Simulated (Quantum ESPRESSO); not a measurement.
**Single-point calculation, with input and output: I**

System: I (Cmce, 4 atoms in the cell).
Method: Kohn-Sham DFT of a periodic cell, PBEsol, GBRV 1.5 PBEsol, no spin polarisation (Quantum ESPRESSO 7.5).

The structure derives from an entry of the Crystallography Open Database. The volume is scaled by 0.96.

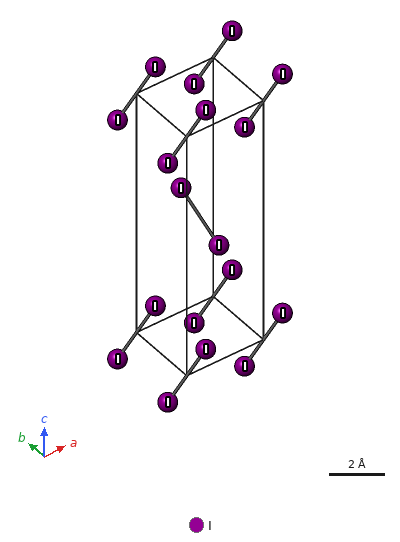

*The structure (ball-and-stick view of the cell of the calculation, seen at an oblique angle). An atom can appear more than once, as a periodic image.*

Near neighbours in the periodic cell (some may lie outside the picture): I has 1 I at 2.64 Å.

The input:
```
&CONTROL
  calculation = 'scf'
  prefix = 'pwscf'
  outdir = './tmp'
  pseudo_dir = './pseudo'
  tprnfor = .true.
  tstress = .true.
  disk_io = 'nowf'
/
&SYSTEM
  ibrav = 0
  nat = 4
  ntyp = 1
  ecutwfc = 45
  ecutrho = 360
  nbnd = 21
  occupations = 'smearing'
  smearing = 'fd'
  degauss = 0.00367493
/
&ELECTRONS
  conv_thr = 8d-10
  electron_maxstep = 120
  mixing_beta = 0.5
/
ATOMIC_SPECIES
I    126.9045 i_pbesol_v1.uspp.F.UPF
CELL_PARAMETERS angstrom
   3.5859068830   -2.3626508969    0.0000000000
   3.5859068830    2.3626508969    0.0000000000
   0.0000000000    0.0000000000    9.6610799909
ATOMIC_POSITIONS crystal
I      0.6493000000    0.3507000000    0.3844000000
I      0.1493000000    0.8507000000    0.1156000000
I      0.3507000000    0.6493000000    0.6156000000
I      0.8507000000    0.1493000000    0.8844000000
K_POINTS automatic
7 7 3 0 0 0
```

Hardware: 2 threads of Arm Neoverse V1, 24 GiB of memory available, shared host.

Launch command:
```bash
OMP_NUM_THREADS=1 mpirun -n 2 pw.x -nk 2 -in pw.in > pw.out
```

Output:
```
This program is part of the open-source Quantum ESPRESSO suite
     for quantum simulation of materials; please cite
         "P. Giannozzi et al., J. Phys.:Condens. Matter 21 395502 (2009);
         "P. Giannozzi et al., J. Phys.:Condens. Matter 29 465901 (2017);
         "P. Giannozzi et al., J. Chem. Phys. 152 154105 (2020);
          URL
     in publications or presentations arising from this work. More details at

     Message from routine setup:
     using ibrav=0 with symmetry is DISCOURAGED, use correct ibrav instead

     K-points division:     npool     =       2
     Subspace diagonalization in iterative solution of the eigenvalue problem:
     a serial algorithm will be used

     G-vector sticks info
     --------------------
     sticks:   dense  smooth     PW     G-vecs:    dense   smooth      PW
     Sum        1735     867    265               127489    45023    7371

     Using Slab Decomposition

     bravais-lattice index     =            0
     lattice parameter (alat)  =       8.1150  a.u.
     unit-cell volume          =    1104.7165 (a.u.)^3
     number of atoms/cell      =            4
     number of atomic types    =            1
     number of electrons       =        28.00
     number of Kohn-Sham states=           21
     kinetic-energy cutoff     =      45.0000  Ry
     charge density cutoff     =     360.0000  Ry
     scf convergence threshold =      8.0E-10
     mixing beta               =       0.5000
     number of iterations used =            8  plain     mixing
     Exchange-correlation= SLA  PW   PSX  PSC
                           (   1   4  10   8   0   0   0)

     celldm(1)=   8.115015  celldm(2)=   0.000000  celldm(3)=   0.000000
     celldm(4)=   0.000000  celldm(5)=   0.000000  celldm(6)=   0.000000

     crystal axes: (cart. coord. in units of alat)
               a(1) = (   0.835042  -0.550185   0.000000 )
               a(2) = (   0.835042   0.550185   0.000000 )
               a(3) = (   0.000000   0.000000   2.249755 )

     reciprocal axes: (cart. coord. in units 2 pi/alat)
               b(1) = (  0.598772 -0.908784  0.000000 )
               b(2) = (  0.598772  0.908784 -0.000000 )
               b(3) = ( -0.000000  0.000000  0.444493 )

     PseudoPot. # 1 for I  read from file:
     i_pbesol_v1.uspp.F.UPF
     Pseudo is Ultrasoft + core correction, Zval =  7.0
     Generated by new atomic code, or converted to UPF format
     Using radial grid of  893 points,  6 beta functions with:
                l(1) =   0
                l(2) =   0
                l(3) =   1
                l(4) =   1
                l(5) =   2
                l(6) =   2
     Q(r) pseudized with  8 coefficients,  rinner =    1.500   1.500   1.500
                                                       1.500   1.500

     atomic species   valence    mass     pseudopotential
     I                 7.00   126.90450     I ( 1.00)

      8 Sym. Ops., with inversion, found ( 4 have fractional translation)

   Cartesian axes

     site n.     atom                  positions (alat units)
         1        I      tau(   1) = (   0.8350425  -0.1642854   0.8648059  )
         2        I      tau(   2) = (   0.8350425   0.3859001   0.2600717  )
         3        I      tau(   3) = (   0.8350425   0.1642854   1.3849492  )
         4        I      tau(   4) = (   0.8350425  -0.3859001   1.9896834  )

     number of k points=    32  Fermi-Dirac smearing, width (Ry)=  0.0037
                       cart. coord. in units 2pi/alat
        k(    1) = (   0.0000000   0.0000000   0.0000000), wk =   0.0136054
        k(    2) = (   0.0000000   0.0000000   0.1481643), wk =   0.0272109
        k(    3) = (   0.0855388   0.1298263   0.0000000), wk =   0.0544218
        k(    4) = (   0.0855388   0.1298263   0.1481643), wk =   0.1088435
        k(    5) = (   0.1710777   0.2596527   0.0000000), wk =   0.0544218
        k(    6) = (   0.1710777   0.2596527   0.1481643), wk =   0.1088435
        k(    7) = (   0.2566165   0.3894790   0.0000000), wk =   0.0544218
        k(    8) = (   0.2566165   0.3894790   0.1481643), wk =   0.1088435
        k(    9) = (   0.1710777   0.0000000   0.0000000), wk =   0.0272109
        k(   10) = (   0.1710777   0.0000000   0.1481643), wk =   0.0544218
        k(   11) = (   0.2566165   0.1298263   0.0000000), wk =   0.0544218
        k(   12) = (   0.2566165   0.1298263   0.1481643), wk =   0.1088435
        k(   13) = (   0.3421554   0.2596527   0.0000000), wk =   0.0544218
        k(   14) = (   0.3421554   0.2596527   0.1481643), wk =   0.1088435
        k(   15) = (  -0.1710777  -0.5193054   0.0000000), wk =   0.0544218
        k(   16) = (  -0.1710777  -0.5193054   0.1481643), wk =   0.1088435
        k(   17) = (  -0.0855388  -0.3894790   0.0000000), wk =   0.0544218
        k(   18) = (  -0.0855388  -0.3894790   0.1481643), wk =   0.1088435
        k(   19) = (  -0.0000000  -0.2596527   0.0000000), wk =   0.0272109
        k(   20) = (  -0.0000000  -0.2596527   0.1481643), wk =   0.0544218
        k(   21) = (   0.3421554   0.0000000   0.0000000), wk =   0.0272109
        k(   22) = (   0.3421554   0.0000000   0.1481643), wk =   0.0544218
        k(   23) = (   0.4276942   0.1298263   0.0000000), wk =   0.0544218
        k(   24) = (   0.4276942   0.1298263   0.1481643), wk =   0.1088435
        k(   25) = (  -0.0855388  -0.6491317   0.0000000), wk =   0.0544218
        k(   26) = (  -0.0855388  -0.6491317   0.1481643), wk =   0.1088435
        k(   27) = (  -0.0000000  -0.5193054   0.0000000), wk =   0.0272109
        k(   28) = (  -0.0000000  -0.5193054   0.1481643), wk =   0.0544218
        k(   29) = (   0.5132331  -0.0000000   0.0000000), wk =   0.0272109
        k(   30) = (   0.5132331  -0.0000000   0.1481643), wk =   0.0544218
        k(   31) = (  -0.0000000  -0.7789581   0.0000000), wk =   0.0272109
        k(   32) = (  -0.0000000  -0.7789581   0.1481643), wk =   0.0544218

     Dense  grid:   127489 G-vectors     FFT dimensions: (  50,  50, 120)

     Smooth grid:    45023 G-vectors     FFT dimensions: (  36,  36,  80)

     Initial potential from superposition of free atoms

     starting charge      27.9996, renormalised to      28.0000
     Starting wfcs are   16 randomized atomic wfcs +    5 random wfcs

     Self-consistent Calculation

     iteration #  1     ecut=    45.00 Ry     beta= 0.50
     Davidson diagonalization with overlap
     ethr =  1.00E-02,  avg # of iterations =  6.3

     Threshold (ethr) on eigenvalues was too large:
     Diagonalizing with lowered threshold

     Davidson diagonalization with overlap
     ethr =  1.79E-04,  avg # of iterations =  5.4

     total energy              =    -260.49469235 Ry
     estimated scf accuracy    <       0.04789053 Ry

     iteration #  2     ecut=    45.00 Ry     beta= 0.50
     Davidson diagonalization with overlap
     ethr =  1.71E-04,  avg # of iterations =  1.2

     total energy              =    -260.49622591 Ry
     estimated scf accuracy    <       0.00545343 Ry

     iteration #  3     ecut=    45.00 Ry     beta= 0.50
     Davidson diagonalization with overlap
     ethr =  1.95E-05,  avg # of iterations =  4.7

     total energy              =    -260.49699246 Ry
     estimated scf accuracy    <       0.00016442 Ry

     iteration #  4     ecut=    45.00 Ry     beta= 0.50
     Davidson diagonalization with overlap
     ethr =  5.87E-07,  avg # of iterations =  6.8

     total energy              =    -260.49710006 Ry
     estimated scf accuracy    <       0.00002100 Ry

     iteration #  5     ecut=    45.00 Ry     beta= 0.50
     Davidson diagonalization with overlap
     ethr =  7.50E-08,  avg # of iterations =  2.7

     total energy              =    -260.49710296 Ry
     estimated scf accuracy    <       0.00000097 Ry

     iteration #  6     ecut=    45.00 Ry     beta= 0.50
     Davidson diagonalization with overlap
     ethr =  3.46E-09,  avg # of iterations =  2.4

     total energy              =    -260.49710312 Ry
     estimated scf accuracy    <       0.00000003 Ry

     iteration #  7     ecut=    45.00 Ry     beta= 0.50
     Davidson diagonalization with overlap
     ethr =  1.08E-10,  avg # of iterations =  3.5

     total energy              =    -260.49710314 Ry
     estimated scf accuracy    <          3.1E-09 Ry

     iteration #  8     ecut=    45.00 Ry     beta= 0.50
     Davidson diagonalization with overlap
     ethr =  1.10E-11,  avg # of iterations =  3.3

     End of self-consistent calculation

          k = 0.0000 0.0000 0.0000 (  5657 PWs)   bands (ev):

   -10.6380 -10.1452  -8.4346  -7.3658  -1.5488  -0.0551   1.3304   1.3993
     1.8941   2.0248   2.0262   2.6281   3.1600   3.2172   4.6868   5.5608
     8.2640   8.3712   8.4927  10.0776  10.5091

          k = 0.0000 0.0000 0.1482 (  5625 PWs)   bands (ev):

   -10.5422 -10.3048  -8.1472  -7.6241  -1.2250  -0.5210   1.4954   1.7879
     1.8813   1.9252   1.9910   2.3917   3.1766   3.2050   4.7477   5.1788
     8.6242   8.7798   8.8001   9.8451  10.0849

          k = 0.0855 0.1298 0.0000 (  5648 PWs)   bands (ev):

   -10.5695 -10.1159  -8.3794  -7.4223  -1.5372  -0.2272   0.8382   0.9886
     1.7173   1.8211   2.4429   2.9040   3.0394   3.0696   4.6461   5.4243
     8.5647   8.8069   9.0201  10.0819  10.1208

          k = 0.0855 0.1298 0.1482 (  5650 PWs)   bands (ev):

   -10.4797 -10.2600  -8.1219  -7.6519  -1.2700  -0.6619   1.0031   1.3595
     1.7841   1.8075   2.1222   2.5931   3.0566   3.0690   4.9198   5.3084
     8.7985   8.9422   9.2680   9.8545  10.3138

          k = 0.1711 0.2597 0.0000 (  5634 PWs)   bands (ev):

   -10.3923 -10.0613  -8.2320  -7.5820  -1.5562  -0.7666   0.4584   0.5677
     1.4422   1.5811   2.4216   2.5244   2.8514   2.9572   5.0402   5.4203
     8.8532   8.8727   9.6098  10.1678  10.5528

          k = 0.1711 0.2597 0.1482 (  5637 PWs)   bands (ev):

   -10.3226 -10.1599  -8.0591  -7.7374  -1.3631  -0.9173   0.1888   0.7093
     1.5321   1.5971   2.1837   2.6980   2.8577   3.0623   5.0270   5.4197
     8.9949   9.0351   9.7890   9.8961  10.3864

          k = 0.2566 0.3895 0.0000 (  5632 PWs)   bands (ev):

   -10.1889 -10.0650  -8.0308  -7.8038  -1.5626  -1.3165   0.4088   0.4690
     1.3567   1.4799   1.9736   2.0067   2.7744   2.8163   5.5251   5.6111
     8.4839   8.4894  10.5161  10.5199  11.0948

          k = 0.2566 0.3895 0.1482 (  5623 PWs)   bands (ev):

   -10.1595 -10.0976  -7.9746  -7.8613  -1.3624  -1.1549  -0.1959   0.0857
     1.3711   1.4031   2.3078   2.4545   2.9282   3.1790   5.0237   5.3132
     8.7232   8.7384   9.8470   9.9066  11.4392

          k = 0.1711 0.0000 0.0000 (  5659 PWs)   bands (ev):

   -10.5764 -10.0990  -8.3801  -7.3563  -1.4980  -0.1228   1.2098   1.2578
     1.2655   1.4007   2.2388   2.6220   2.8478   3.1481   4.6935   5.4781
     8.4654   8.8870   9.1974  10.3438  10.4927

          k = 0.1711 0.0000 0.1482 (  5639 PWs)   bands (ev):

   -10.4830 -10.2525  -8.1046  -7.6028  -1.2030  -0.5571   1.2638   1.3546
     1.4475   1.6718   1.9632   2.3338   2.9756   3.1199   4.7811   5.1702
     8.8954   9.2117   9.4062   9.9972  10.5244

          k = 0.2566 0.1298 0.0000 (  5643 PWs)   bands (ev):

   -10.4629 -10.0409  -8.2856  -7.4146  -1.4650  -0.3560   0.5198   0.6073
     1.0789   1.4546   2.3549   2.4827   2.7984   3.0190   4.6822   5.2980
     8.8506   9.4236   9.4279  10.0184  10.4349

          k = 0.2566 0.1298 0.1482 (  5629 PWs)   bands (ev):

   -10.3781 -10.1729  -8.0512  -7.6225  -1.2437  -0.7239   0.5887   0.7472
     1.4002   1.4510   1.9683   2.4534   2.7283   2.9686   4.9070   5.2142
     9.2581   9.4221   9.5638   9.9601  10.3733

          k = 0.3422 0.2597 0.0000 (  5620 PWs)   bands (ev):

   -10.2833 -10.0035  -8.1331  -7.5989  -1.5011  -0.9303   0.2943   0.3103
     0.8989   1.3319   2.1256   2.2545   2.7006   2.9703   5.0408   5.3148
     8.9992   9.1754   9.7405  10.6464  10.8000

          k = 0.3422 0.2597 0.1482 (  5623 PWs)   bands (ev):

   -10.2227 -10.0846  -7.9922  -7.7271  -1.3350  -0.9649  -0.0527   0.3084
     1.0807   1.2224   2.0439   2.5339   2.7081   3.0396   4.9603   5.3115
     8.9994   9.3628   9.9250  10.2001  10.4593

          k =-0.1711-0.5193 0.0000 (  5620 PWs)   bands (ev):

   -10.1275 -10.0657  -7.9568  -7.8471  -1.4604  -1.3983   0.3242   0.4987
     0.9858   1.3048   1.9203   1.9332   2.4529   2.9811   5.5310   5.5662
     8.9077   9.1501  10.3676  10.8210  11.1822

          k =-0.1711-0.5193 0.1482 (  5623 PWs)   bands (ev):

   -10.1121 -10.0812  -7.9312  -7.8765  -1.2855  -1.1990  -0.1170   0.0152
     0.8791   1.0813   2.2718   2.5519   2.8978   3.0825   5.0380   5.2432
     8.9475   9.3294   9.9753  10.8083  11.2099

          k =-0.0855-0.3895 0.0000 (  5639 PWs)   bands (ev):

   -10.2388 -10.0668  -8.0861  -7.7651  -1.5707  -1.1618   0.5682   0.6601
     1.0335   1.3521   2.1287   2.1849   2.4862   3.0324   5.5025   5.6515
     9.1730   9.4364  10.2152  10.8204  11.1677

          k =-0.0855-0.3895 0.1482 (  5625 PWs)   bands (ev):

   -10.1992 -10.1135  -8.0047  -7.8447  -1.3651  -1.0746  -0.0053   0.3673
     1.0159   1.2201   2.4968   2.6102   2.8928   3.1467   5.0251   5.3784
     9.2665   9.5514  10.2041  10.7963  10.8573

          k =-0.0000-0.2597 0.0000 (  5661 PWs)   bands (ev):

   -10.4395 -10.0872  -8.2743  -7.5737  -1.5665  -0.6658   0.6670   0.7072
     1.4051   1.6258   2.5732   2.7298   2.7659   3.0896   4.9946   5.4701
     9.2195   9.3403   9.6478  10.1295  10.1762

          k =-0.0000-0.2597 0.1482 (  5648 PWs)   bands (ev):

   -10.3661 -10.1934  -8.0875  -7.7411  -1.3585  -0.8792   0.4176   0.9904
     1.4530   1.5619   2.2907   2.8536   3.0139   3.0186   5.0489   5.4613
     9.1637   9.3562   9.9286  10.2592  10.3584

          k = 0.3422 0.0000 0.0000 (  5642 PWs)   bands (ev):

   -10.4311  -9.9917  -8.2527  -7.3352  -1.3780  -0.2705   0.1981   0.7231
     0.9753   1.0508   2.0389   2.1190   2.5196   3.0140   4.6521   5.2967
     8.5347   9.2245   9.8970  10.0494  10.6428

          k = 0.3422 0.0000 0.1482 (  5637 PWs)   bands (ev):

   -10.3436 -10.1304  -8.0055  -7.5545  -1.1473  -0.6286   0.2970   0.5435
     1.1927   1.4628   1.7142   2.1714   2.4846   2.8942   4.7006   5.0259
     8.9028   9.5982  10.1693  10.2544  10.4977

          k = 0.4277 0.1298 0.0000 (  5635 PWs)   bands (ev):

   -10.3223  -9.9444  -8.1626  -7.4048  -1.3524  -0.4952  -0.1526   0.3131
     0.8539   0.8737   1.7477   2.1780   2.6863   2.9713   4.6227   5.1312
     8.6462   9.5664   9.5943  10.0998  10.7431

          k = 0.4277 0.1298 0.1482 (  5634 PWs)   bands (ev):

   -10.2447 -10.0600  -7.9590  -7.5849  -1.1840  -0.7691  -0.0462   0.1820
     0.8831   1.2146   1.8058   2.2382   2.3620   2.7686   4.7965   5.0653
     9.0261   9.4846   9.8418  10.1554  10.6562

          k =-0.0855-0.6491 0.0000 (  5621 PWs)   bands (ev):

   -10.1927  -9.9577  -8.0493  -7.6103  -1.3914  -0.9914  -0.1478   0.3977
     0.7607   0.7620   1.6454   2.1774   2.5401   2.9903   5.0066   5.2273
     9.3566   9.4927  10.3807  10.6510  10.9789

          k =-0.0855-0.6491 0.1482 (  5627 PWs)   bands (ev):

   -10.1406 -10.0241  -7.9346  -7.7163  -1.2557  -0.9727  -0.0711   0.0763
     0.4663   0.7658   2.0099   2.2835   2.6669   2.9007   4.9127   5.2215
     9.5828   9.7791  10.1179  10.2110  10.8040

          k =-0.0000-0.5193 0.0000 (  5616 PWs)   bands (ev):

   -10.1006 -10.0672  -7.9217  -7.8647  -1.3974  -1.3669   0.2337   0.7316
     0.7887   0.8970   1.9224   1.9528   2.2239   3.0282   5.5301   5.5456
     9.6632  10.2394  10.6143  10.7856  11.2080

          k =-0.0000-0.5193 0.1482 (  5614 PWs)   bands (ev):

   -10.0920 -10.0752  -7.9096  -7.8811  -1.2366  -1.1782   0.0968   0.2320
     0.3479   0.6520   2.2697   2.7107   2.7944   2.9528   5.0519   5.2178
     9.7955  10.2758  10.5469  10.9896  11.0512

          k = 0.5132-0.0000 0.0000 (  5624 PWs)   bands (ev):

   -10.3069  -9.9018  -8.1451  -7.3186  -1.2570  -0.5214  -0.3843   0.2968
     0.8141   1.0436   1.4238   1.8108   2.4588   2.9321   4.5877   5.1578
     8.1887   8.9427   9.1747   9.5069  11.5793

          k = 0.5132-0.0000 0.1482 (  5637 PWs)   bands (ev):

   -10.2249 -10.0276  -7.9223  -7.5151  -1.0800  -0.6682  -0.3888  -0.0254
     1.0426   1.3839   1.6117   1.9275   2.1555   2.6055   4.5863   4.8768
     8.6512   9.3597   9.7146  10.0902  10.4541

          k =-0.0000-0.7790 0.0000 (  5632 PWs)   bands (ev):

   -10.2566  -9.9003  -8.1055  -7.4003  -1.2725  -0.5462  -0.5262   0.3198
     0.5343   0.9218   1.3170   2.1001   2.6499   2.9406   4.5824   5.0558
     8.4135   9.1574   9.4419   9.8956  11.7252

          k =-0.0000-0.7790 0.1482 (  5641 PWs)   bands (ev):

   -10.1827 -10.0081  -7.9162  -7.5676  -1.1323  -0.7761  -0.3904  -0.0156
     0.6860   1.1591   1.8191   1.9050   2.3985   2.5775   4.7366   4.9994
     8.9222   9.3386   9.6550  10.3719  10.7593

     the Fermi energy is     3.9017 ev

!    total energy              =    -260.49710314 Ry
     estimated scf accuracy    <          1.4E-10 Ry
     smearing contrib. (-TS)   =      -0.00000002 Ry
     internal energy E=F+TS    =    -260.49710312 Ry

     The total energy is F=E-TS. E is the sum of the following terms:
     one-electron contribution =       4.96257457 Ry
     hartree contribution      =      10.00108729 Ry
     xc contribution           =    -191.41788759 Ry
     ewald contribution        =     -84.04287738 Ry

     convergence has been achieved in   8 iterations

     Forces acting on atoms (cartesian axes, Ry/au):

     atom    1 type  1   force =    -0.00000000   -0.02260735   -0.03986558
     atom    2 type  1   force =    -0.00000000   -0.02260735    0.03986558
     atom    3 type  1   force =     0.00000000    0.02260735    0.03986558
     atom    4 type  1   force =     0.00000000    0.02260735   -0.03986558

     Total force =     0.091659     Total SCF correction =     0.000022

     Computing stress (Cartesian axis) and pressure

          total   stress  (Ry/bohr**3)                   (kbar)     P=       12.32
   0.00001165   0.00000000   0.00000000            1.71        0.00        0.00
  -0.00000000   0.00004324   0.00000000           -0.00        6.36        0.00
   0.00000000   0.00000000   0.00019639            0.00        0.00       28.89

=------------------------------------------------------------------------------=
   JOB DONE.
=------------------------------------------------------------------------------=
```

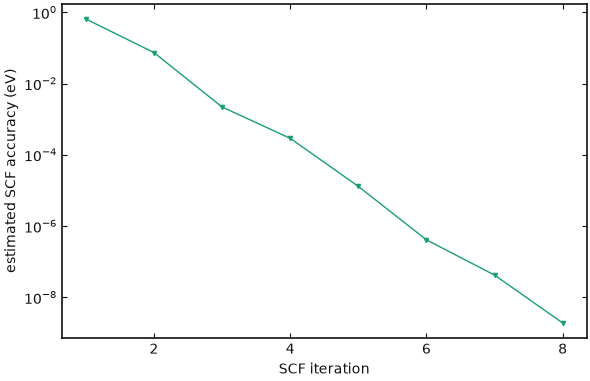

*Convergence of the self-consistent field: estimated SCF accuracy against the iteration.*

The field takes 8 iterations in all.

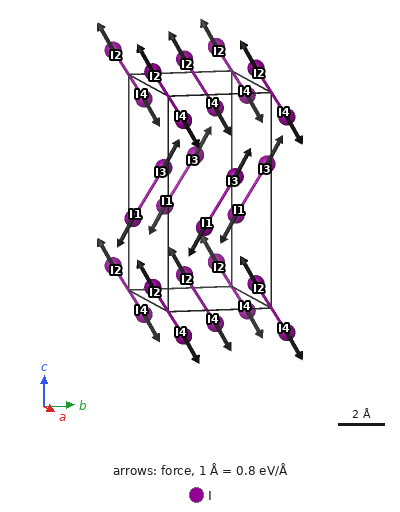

*Forces on the atoms as black arrows (ball-and-stick view of the cell 2 times as large as that of the calculation, set on its symmetry axes, seen slightly off an axis; atoms are numbered from 1 in the order of the input).*

The largest act on all 4 I atoms (1.18 eV/Å). The geometry is not a stationary point of this energy.

Key numbers:

```json
{"quantity": "outcome", "value": "converged"}
{"quantity": "space group (tolerance 0.01 Å)", "value": "Cmce (64)"}
{"quantity": "electrons treated", "value": "28"}
{"quantity": "free energy", "value": "−3544.2436 eV"}
{"quantity": "Fermi energy", "value": "3.902 eV"}
{"quantity": "gap on the k-point mesh", "value": "1.37 eV"}
{"quantity": "pressure", "value": "1.23 GPa"}
{"quantity": "largest force (length of the vector)", "value": "1.178 eV/Å"}
{"quantity": "wall time", "value": "42 s (CPU time 84 s)"}
{"quantity": "peak memory", "value": "0.62 GiB"}
```
